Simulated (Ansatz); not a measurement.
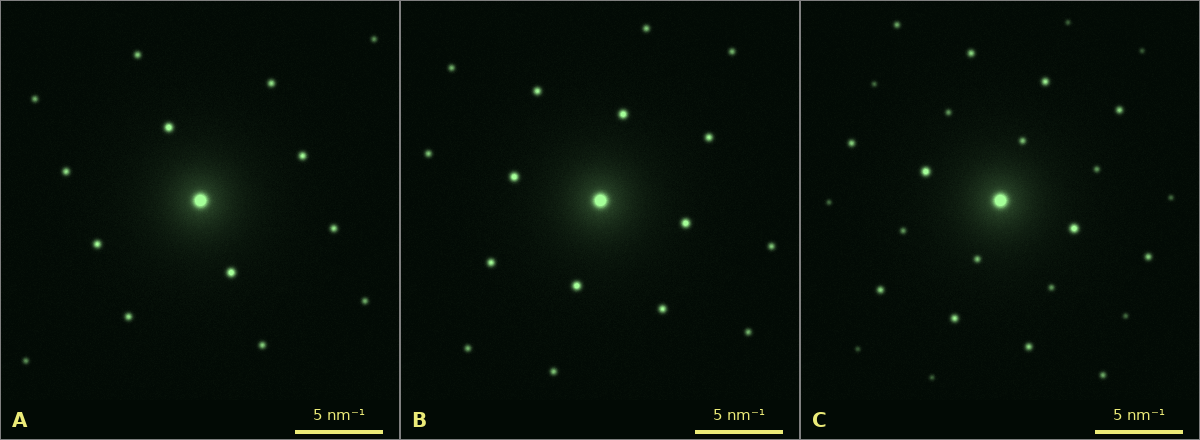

Kinematic electron diffraction patterns (120 kV, B = 0.5 Å², same scale, each along a low-index zone) of three structures of composition Re, each relaxed at zero pressure with DFT PBE, scalar-relativistic, plane waves, PAW (Ansatz).

The structures (standard cells):
1. Im-3m (No. 229), a = 3.113 Å, 2 atoms; generated start, possibly hypothetical
2. P6/mmm (No. 191), a = 4.379 Å, c = 2.745 Å (hexagonal axes), 3 atoms; generated start, possibly hypothetical
3. Fm-3m (No. 225), a = 3.915 Å, 4 atoms; generated start, possibly hypothetical

> Which pattern belongs to which structure, and along which zone?

A is structure 1 along [110] or an equivalent direction: rectangular net of 1 -1 0 at d = 2.20 Å and 0 0 2 at d = 1.56 Å, 90.0° apart. B is structure 3 along [001] or an equivalent direction: square net of 2 0 0 at d = 1.96 Å and 0 2 0 at d = 1.96 Å, 90.0° apart. C is structure 2 along [210] or an equivalent direction: rectangular net of 0 0 1 at d = 2.74 Å and 1 -2 0 at d = 2.19 Å, 90.0° apart.

> Which structure lies lowest at this level of theory, and by how much?

Structure 3 (Fm-3m, 15.00 Å³ an atom) is the lowest of these; structure 2 (P6/mmm, 15.20 Å³ an atom) lies about 110 meV an atom higher; structure 1 (Im-3m, 15.09 Å³ an atom) lies about 250 meV an atom higher. These are static energies at 0 K; other structures, not shown, may lie lower still.
